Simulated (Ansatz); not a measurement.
# Mg₂ZnO₃: what the electrons do

Space group P-3m1; the calculation finds a residual pressure of about −12 GPa at this fixed cell. The cell comes from a database of computed structures, not from a measurement.

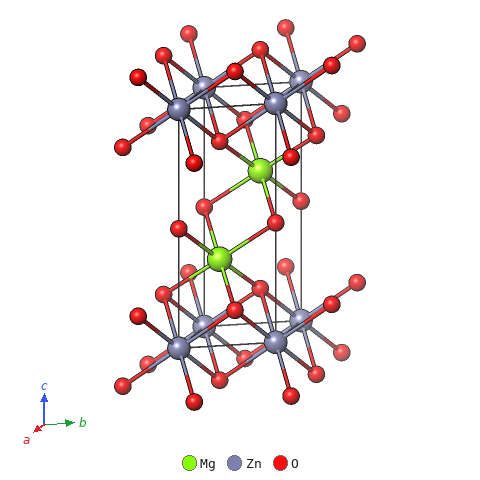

The conventional cell.

The calculation's input:

```
crystal:
  lattice:
    - [3.032998591, 0.0, 0.0]
    - [-1.5164992955, 2.6266538294, 0.0]
    - [0.0, 0.0, 7.403316]
  atoms:
    - { symbol: Mg, position: [0.33333333, 0.66666667, 0.6658] }
    - { symbol: Mg, position: [0.66666667, 0.33333333, 0.3342] }
    - { symbol: Zn, position: [0.0, 0.0, 0.0] }
    - { symbol: O, position: [0.33333333, 0.66666667, 0.172619] }
    - { symbol: O, position: [0.66666667, 0.33333333, 0.827381] }
    - { symbol: O, position: [0.0, 0.0, 0.5] }
basis:
  ecutwfc: 420
  fft_grid_basis: typed
kpoints:
  mp_grid: { grid: [9, 9, 4] }
hamiltonian:
  xc: lda
scf:
  occupations: { method: gaussian, width: 0.05 }
output:
  forces: true
  stress: true
  eigenvalues: true
  bader: true
  write_density: true
  volumetric_format: npy
  elf: true
```

Command:

```sh
ansatz run input.yaml --threads 2 --pin off --max-ram 4096MiB --backend cpu --events-out ev --progress --plain --runs-dir out
```

The picture shows the conventional cell (a = 3.03 Å, b = 3.03 Å, c = 7.40 Å, α = 90.00°, β = 90.00°, γ = 120.00°).

These are results of Ansatz 0.2.0, DFT LDA, scalar-relativistic, plane waves, PAW, not measurements.

Core electrons are frozen (PAW), so the maps are meaningful between the atoms, not at the nuclei.

## 1. Bonding charge

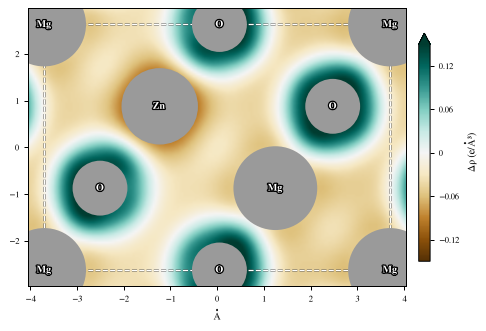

Deformation density (self-consistent density less superposed neutral spherical atoms): a map on the (110) plane of the conventional cell, with grey discs over the atomic cores. Cores are masked to 0.9 Å (Mg), 0.8 Å (Zn) and 0.6 Å (O).

Describe the bonding charge.

Answer. Mg–O (2.12 Å): Δρ is +0.04 e/Å³ at the midpoint (close to a masked core, so read it with care).
- O–Zn (2.17 Å): Δρ is +0.015 e/Å³ at the midpoint, so little or no bond charge builds up halfway.
- Mg–Mg (3.02 Å): Δρ is −0.04 e/Å³ at the midpoint.
- Mg–Zn (3.03 Å): Δρ is −0.03 e/Å³ at the midpoint.
- Over the whole cell, outside the masked cores, the largest gain lies at the edge of the masked core of O, and the largest loss lies at the edge of the masked core of Zn.
- The rearranged charge, half the integral of |Δρ|, is about 0.24 e an atom.
- Bader charges: Mg +1.70, Zn +1.20 and O −1.69 to −1.46 e.

## 2. One group of states

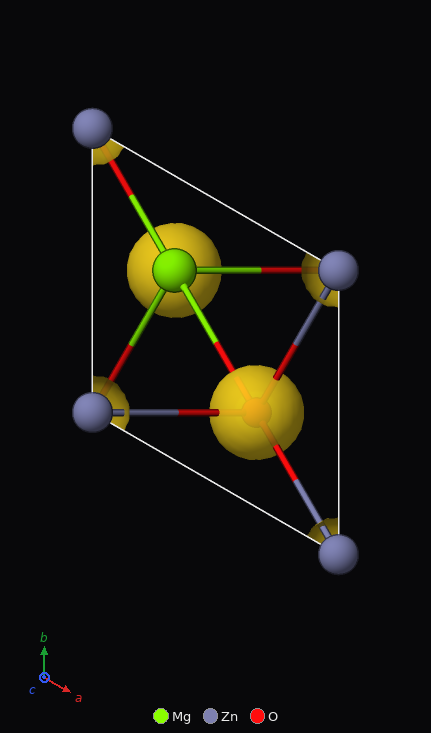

Density of the Kohn–Sham states from −0.6 to 0.0 eV about the valence-band maximum (the top of the valence band), scaled to one electron a cell: yellow surface at 0.15 1/Å³, in the conventional cell seen along the c axis.

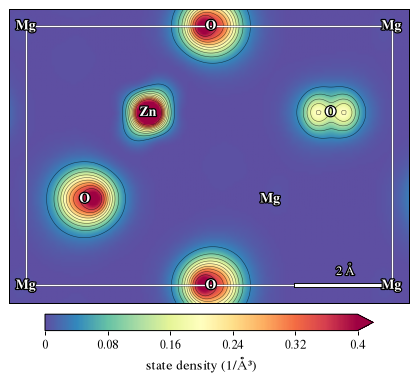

The same field as a map on the (110) plane of the conventional cell.

What is the character of these states?

Answer. Löwdin projections on the PAW files' atomic orbitals give O 2p (85 %) and Zn 3d (10 %).
In space (atomic cells sized by Bader volumes) the density divides as O about 85 %, Zn about 15 % and Mg little.
It nearly vanishes midway along the shortest O–Zn contact.
Little of the density lies between the atoms' surroundings.

## 3. Taking out a sublattice

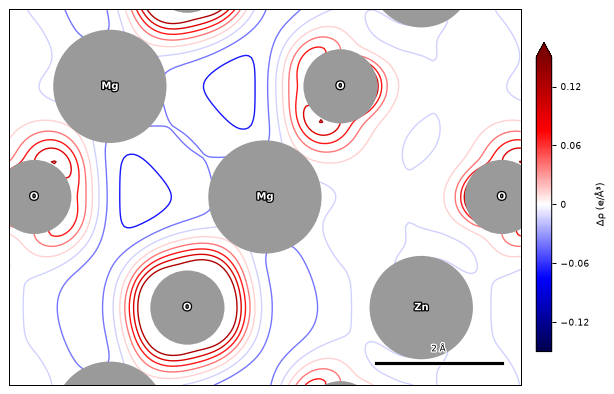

Density of the crystal less the densities of its Mg sublattice and of the rest (Zn and O), each computed alone with the atoms in place (the rest with spin, the Mg sublattice without): a map on the (110) plane of the conventional cell, with grey discs over the atomic cores. Cores are masked to 0.9 Å (Mg), 0.8 Å (Zn) and 0.6 Å (O).

How does charge move when the Mg sublattice is put in?

Answer. Over the whole cell, outside the masked cores, the largest gain lies at the edge of the masked core of O, and the largest loss, 0.08 e/Å³, lies 1.7 Å from an oxygen nucleus and 1.8 Å from a magnesium one.
- About 0.5 e is rearranged for each Mg atom.
- By Bader's partition Mg carries +1.70 e, so it gives electrons to the rest.

How much energy binds the Mg sublattice to the rest, with both frozen?

Answer. E(crystal) − E(Mg sublattice) − E(rest) is −9.2 eV for each Mg atom (negative: bound). The references are the frozen sublattices, not the elements, so this isn't a formation energy. A moment in a sublattice run without spin would make it less negative.

## 4. Moving an atom

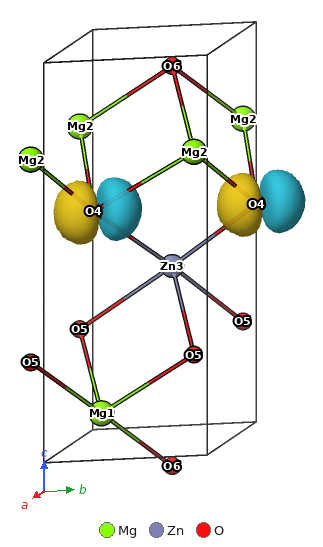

Mg₂ZnO₃: one atom of the 6-atom cell (and its periodic copies) was moved a little. Density after less density before, yellow at +0.5 and cyan at −0.5 e/Å³, seen slightly off an axis; cell a = 3.03 Å, b = 3.03 Å, c = 7.40 Å, α = 90.00°, β = 90.00°, γ = 120.00°. The lobes lie largely inside the PAW sphere, where the density is a smoothed one.

Find the displaced atom and its direction.

Answer. O4 moved towards the yellow lobe, to the left in the picture. In the run the shift was 0.15 Å roughly along [0 −1 0] in the axes of the cell drawn.

How much does the computed force on the atom change?

Answer. The force on it changes by 0.52 eV/Å along the move, against it: a stiffness of about 3.5 eV/Å² for this sublattice shift.

## 5. Putting it together

Charge passes from Mg (Pauling electronegativity 1.31, the largest loss an atom) to O (3.44, the largest gain), the direction that the scale predicts; the Bader charges fall short of whole formal charges, as they usually do.

Run times: 15 s (base cell), 1.7 s (state densities), 15 s (the rest), 4.8 s (sublattice Mg) and 29 s (moved atom), on 2 threads of Arm Neoverse V2, on a shared host.
